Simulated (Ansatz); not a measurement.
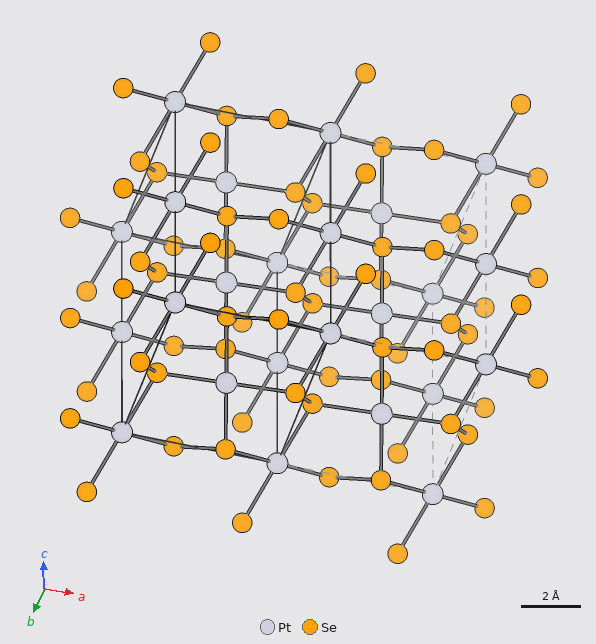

This ball-and-stick model is shown from a general direction. One unit cell is drawn solid; the view covers 2×1×1 cells. Some neighbours outside the box are added.

PtSe₂, a = 5.66 Å, b = 5.84 Å, c = 8.39 Å, α = 107.99°, β = 90.03°, γ = 90.00°.

Run with DFT, PBEsol, plane waves, PAW (Ansatz) and these settings: cutoff 420 eV, k-points about 0.29 Å⁻¹ apart, Fermi-Dirac smearing of 0.05 eV, no spin polarisation.

Metal or not?

A semiconductor at this level, with a gap of 0.85 eV, direct.

Starting structure: a structure type filled with these elements by a generator (whether the compound takes this form wasn't checked). Atoms and cell were optimised with DFT, PBEsol, plane waves, PAW (Ansatz 0.2.0).
